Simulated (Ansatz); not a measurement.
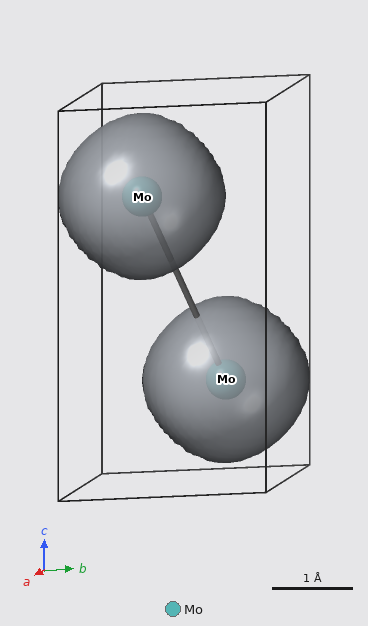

Figure. Mo. Isosurface of the valence pseudo-density at 0.6 e/Å³ (grey), seen slightly off an axis. Sticks mark near contacts.

Space group P6₃/mmc; set up as Mo, hcp; a generated structure, not necessarily the stable one; computed without spin polarisation.

All numbers below come from DFT, r2SCAN, plane waves (500 eV) with PAW, scalar-relativistic (Ansatz).

Core electrons are frozen (PAW), and the valence fields are smoothed inside the atomic spheres.

Q: Which contacts does the surface bridge?

A: At this value the density breaks into separate islands; it holds about 75 % of the electrons treated as valence (semicore included). It bridges none of the near contacts. It is pinched off along the shortest Mo–Mo (2.74 Å) and Mo–Mo (2.92 Å) contacts. On the grid the lowest density along these lines, outside the cores, is 0.38 e/Å³ (Mo–Mo, 2.74 Å) and 0.28 e/Å³ (Mo–Mo, 2.92 Å).

Q: Does the calculation make it a metal, or give it a gap?

A: It is metallic or semimetallic at this level of theory: no gap opens.
